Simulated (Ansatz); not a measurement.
**V3Si: single-point calculation (part 2 of 2)**

The same run, continued: V3Si (Pm-3n, 8 atoms in the cell); DFT, PBE, PAW, plane waves, scalar-relativistic, spin-polarised (Ansatz 0.2.0); cutoff 420 eV, 5×5×5 k-mesh, Fermi–Dirac smearing of 0.1 eV, collinear spins. The structure derives from an entry of the Crystallography Open Database. It belongs to a series of runs on one base structure; here: parallel moments, plain SCF.

Geometry of the input (Å; fractional positions):
```
4.7120  0.0000  0.0000
0.0000  4.7120  0.0000
0.0000  0.0000  4.7120
Si 0.0000  0.0000  0.0000
Si 0.5000  0.5000  0.5000
V  0.2500  0.0000  0.5000
V  0.5000  0.7500  0.0000
V  0.7500  0.0000  0.5000
V  0.5000  0.2500  0.0000
V  0.0000  0.5000  0.7500
V  0.0000  0.5000  0.2500
```

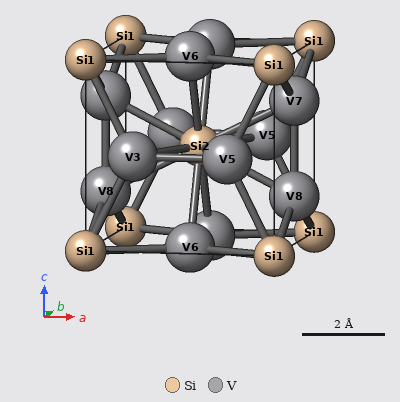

**Figure 1.** The structure as given in the input (ball-and-stick view of the cell of the calculation, seen slightly off an axis; atoms are numbered from 1 in the order of the input). An atom can appear more than once, as a periodic image.

Output, continued
```
--- Per-component energies (eV) ---
  E_band       = -863.249359
  E_kinetic    = 2110.186429
  E_local      = -6233.608167  (includes V_loc(G=0)·N_el)
  E_nonlocal   = -223.217057
  E_hartree    = 2885.750423
  E_xc         = -898.347635
  E_vxc        = -1093.003324  (∫ρ·V_xc dr)
  E_paw        = -7704.123610  (= ΣΔE_a)
  E_vpaw       = -1195.111644  (= ΣTr[D̂ρ^β])
  E_aug_tail   = 0.001514  (compensation charges beyond the density's cutoff)
  E_ewald      = -8686.281612
  E_smearing   = -0.361015  (= −TS)
  E_closure    = -0.000000  (closes the sum)
  Σ components = -18750.000730   (vs F -18750.000730, Δ=0.00e0)
--- Forces (eV/Å), atoms counted from 1 ---
  atom   1  Si    -0.00000000     0.00000000     0.00000000
  atom   2  Si    -0.00000000     0.00000000     0.00000000
  atom   3  V      0.00000000    -0.00000000     0.00000000
  atom   4  V      0.00000000     0.00000000     0.00000000
  atom   5  V     -0.00000000     0.00000000     0.00000000
  atom   6  V     -0.00000000     0.00000000     0.00000000
  atom   7  V      0.00000000     0.00000000     0.00000000
  atom   8  V      0.00000000     0.00000000    -0.00000000
  max |Σ_I F_I| component: 1.97e-17 eV/Å
--- Stress (GPa, compression-positive) ---
       -1.092053       0.000000       0.000000
        0.000000      -1.092053       0.000000
       -0.000000       0.000000      -1.092053
  P = ⅓ Tr σ = -1.0921 GPa (-10.921 kbar)
--- Band table (eV; the first three rows and the last of 20) ---
  k-point 0 ↑: bands = ["-48.0938", "-48.0189", "-48.0189", "-47.8089", "-47.8089", "-47.8089", "-22.5734", "-22.5734", "-22.4528", "-22.0153", "-22.0153", "-22.0153", "-21.7314", "-21.7314", "-21.7314", "-21.7175", "-21.7175", "-21.7175", "-21.6444", "-21.6444", "-21.6444", "-21.1736", "-21.1736", "-21.1736", "5.7526", "8.0081", "12.0666", "12.0666", "12.0666", "12.5937", "12.5937", "12.5937", "13.1104", "13.1104", "13.7845", "13.7845", "13.7845", "13.9042", "14.7645", "15.0818", "15.0818", "15.0818", "15.6620", "15.6620", "17.6698", "17.6698", "17.6698", "18.3131", "18.3131", "18.5065", "18.5065", "18.5086", "18.5086", "18.5086", "18.5645", "18.5645", "18.5645", "19.5524", "19.6601"]
  k-point 1 ↑: bands = ["-48.0826", "-48.0243", "-48.0033", "-47.8312", "-47.8089", "-47.8089", "-22.5690", "-22.5303", "-22.3847", "-22.0117", "-22.0117", "-21.9824", "-21.7632", "-21.7632", "-21.7436", "-21.7231", "-21.6802", "-21.6802", "-21.6536", "-21.6536", "-21.6528", "-21.3098", "-21.1739", "-21.1739", "6.0018", "7.8786", "11.7833", "12.0230", "12.1021", "12.1021", "12.6819", "12.6819", "13.1441", "13.6310", "13.8446", "13.8446", "13.9724", "14.1019", "14.8157", "15.0816", "15.1154", "15.1154", "15.6903", "15.7477", "17.2051", "17.5542", "17.5542", "18.0601", "18.1455", "18.2518", "18.3361", "18.3361", "18.3558", "18.5041", "18.5041", "18.6675", "18.6960", "19.1499", "19.7369"]
  k-point 2 ↑: bands = ["-48.0601", "-48.0392", "-47.9553", "-47.8883", "-47.8089", "-47.8089", "-22.5559", "-22.5364", "-22.0756", "-22.0064", "-22.0064", "-21.9025", "-21.8138", "-21.7793", "-21.7793", "-21.7014", "-21.6756", "-21.6756", "-21.6746", "-21.6581", "-21.6476", "-21.6476", "-21.1743", "-21.1743", "6.6572", "7.4126", "11.2586", "11.3728", "12.1122", "12.1122", "12.9179", "12.9179", "13.8799", "14.0322", "14.0322", "14.1276", "14.2661", "14.7568", "14.9372", "14.9513", "14.9513", "15.0451", "15.2988", "15.5282", "16.6686", "17.3985", "17.4984", "17.4984", "17.8632", "17.9187", "18.0083", "18.0083", "18.2775", "18.5436", "18.5436", "18.6461", "18.7759", "18.8019", "19.2295"]
  k-point 9 ↓: bands = ["-47.9741", "-47.9594", "-47.9594", "-47.8934", "-47.8934", "-47.8859", "-22.1143", "-22.1143", "-22.0962", "-21.9508", "-21.9490", "-21.8599", "-21.8599", "-21.7804", "-21.7680", "-21.7330", "-21.7330", "-21.6886", "-21.6886", "-21.6729", "-21.6729", "-21.6284", "-21.6254", "-21.6254", "7.7112", "7.8093", "11.1497", "11.4603", "11.4603", "12.2985", "12.2985", "12.7839", "14.0637", "14.1757", "14.1757", "14.6508", "14.6508", "14.8228", "15.3594", "15.3594", "15.5838", "15.6566", "15.6566", "15.6720", "15.8512", "15.8512", "16.1882", "16.1882", "17.6321", "17.6321", "17.7416", "17.7577", "17.8988", "18.0371", "18.0371", "18.2242", "18.2242", "18.4974", "18.6790"]
```

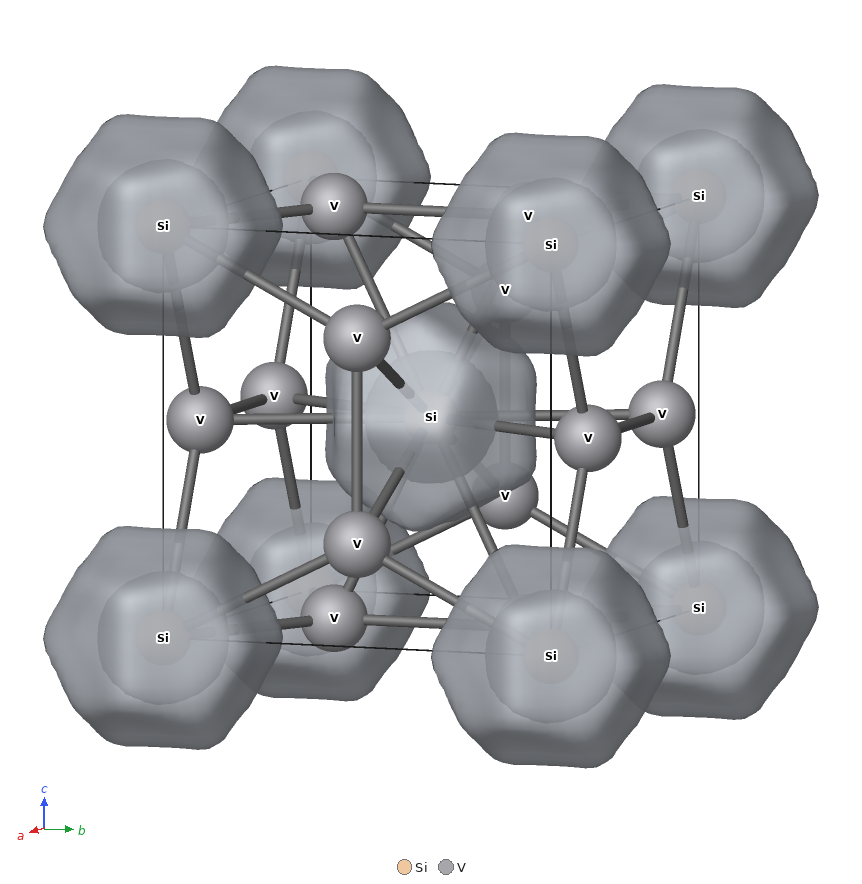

**Figure 2.** Isosurface of the electron localisation function at 0.6 (grey), seen slightly off an axis. Core shells and regions of very low density are left out. Sticks mark near contacts. The outline is the cell set on symmetry axes. Along the contacts the grid gives the following. V–V (2.36 Å): the ELF is about 0.25 at the midpoint; no shared electron pair. V–Si (2.63 Å): the ELF is about 0.35 at the midpoint. In a PAW calculation such maps are meaningful between the atoms, not at the nuclei.

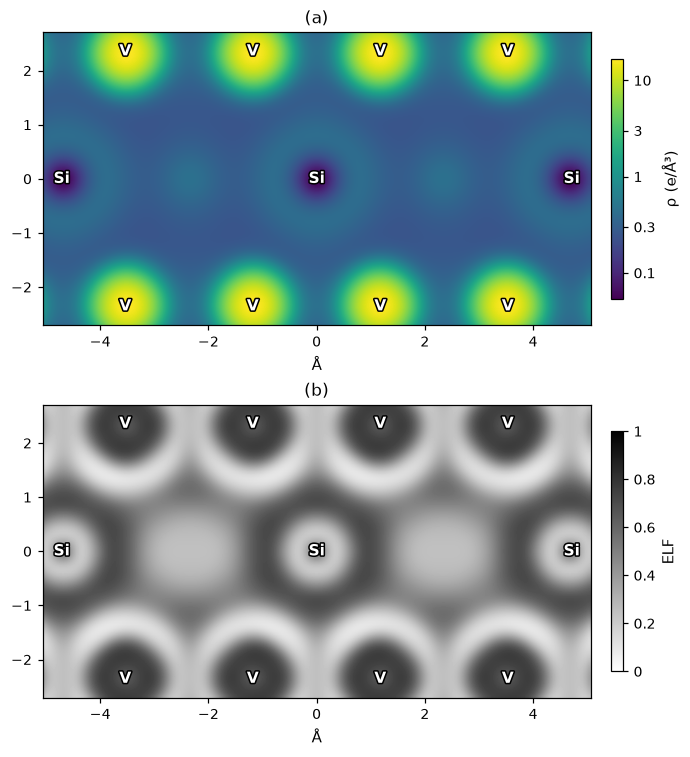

**Figure 3.** (a) valence pseudo-density; (b) electron localisation function on the (010) plane of the conventional cell. The section cuts through Si and V sites. V–V (2.36 Å): ρ is about 0.45 e/Å³ halfway; the ELF is about 0.25 at the midpoint (no shared electron pair). V–Si (2.63 Å): the density is about 0.3 e/Å³ at the midpoint; the ELF is about 0.35 at the midpoint. Away from the nuclei the density in this plane falls to 0.24 e/Å³ at its lowest.5. The strong features right at V lie inside the PAW spheres (semicore, d or f shells) and say nothing about bonding.

Results in brief

- outcome: converged
- space group (tolerance 0.01 Å): Pm-3n (223)
- electrons treated: 86
- free energy: −18750.0007 eV
- Fermi energy: 15.695 eV
- net moment of the cell: 0.00 μB
- integrated absolute moment: 0.00 μB
- pressure: −1.09 GPa
- largest force (length of the vector): under 0.001 eV/Å
- hardware: 2 threads of Intel Xeon @ 2.50GHz (Skylake/Cascade Lake), 189 GiB of memory available, shared host
- wall time: 18 s (CPU time 32 s)
- peak memory: 0.47 GiB

Remarks

Warnings of the run: some starting moments were not kept.
